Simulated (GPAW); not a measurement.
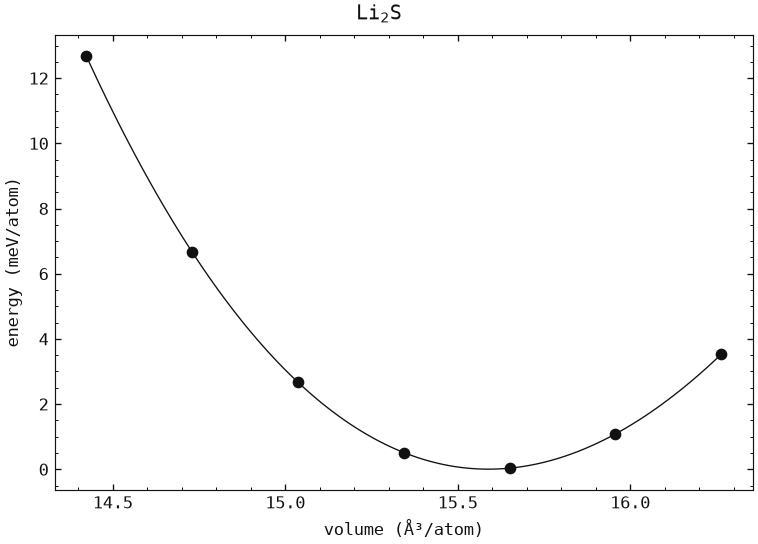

Plotted: energy against volume for Li₂S, space group Fm-3m (No. 225).

The given structure:
```xyz
3
Lattice="0.0000 2.8445 2.8445 2.8445 0.0000 2.8445 2.8445 2.8445 0.0000" Properties=species:S:1:pos:R:3 pbc="T T T"
S     0.0000    0.0000    0.0000
Li    4.2668    4.2668    4.2668
Li    1.4223    1.4223    1.4223
```

Calculation (GPAW 26.7.0): PAW DFT in plane waves, on a grid or in atomic orbitals, no spin polarisation; energies at scaled volumes of the given cell, shape and fractions fixed, counted from the fit's minimum, third-order Birch-Murnaghan fit. Level: r2SCAN.

- k mesh: 8×8×8
- occupations: Fermi–Dirac
- smearing width: 0.05 eV
- potentials: GPAW PAW data sets (gpaw data 1.2.1)
- wave cutoff: 800 eV
- program settings: basis pw

This calculation gives: equilibrium volume 15.59 Å³/atom and bulk modulus 41.3 GPa.

Now the level changes from r2SCAN to LDA. What happens?

The equilibrium volume falls from 15.59 to 14.66 Å³/atom (−6.0 %) and the bulk modulus rises from 41.3 to 46.1 GPa (+12 %).

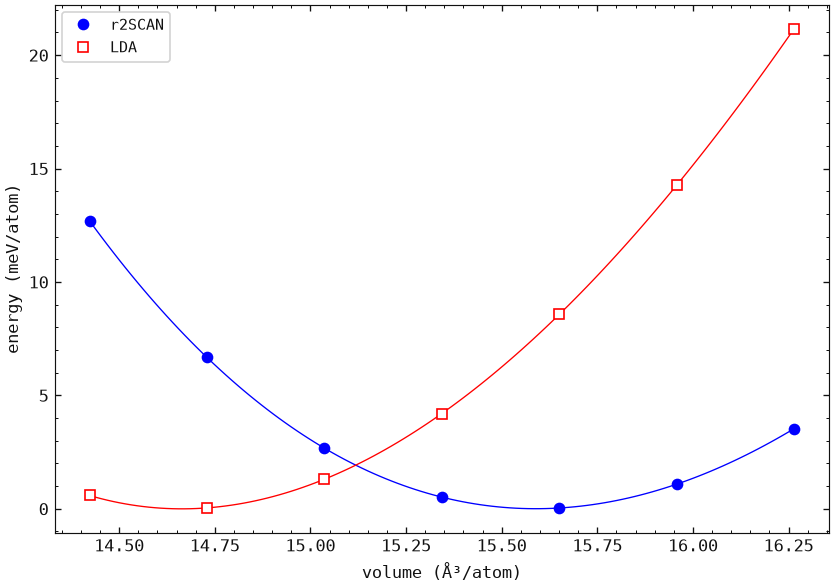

The two results together.

For r2SCAN, limits of the calculation: the fit and the printed pressures don't fully agree, or the minimum lies near the end of the range.

V0 and the bulk modulus come from third-order Birch–Murnaghan fits.
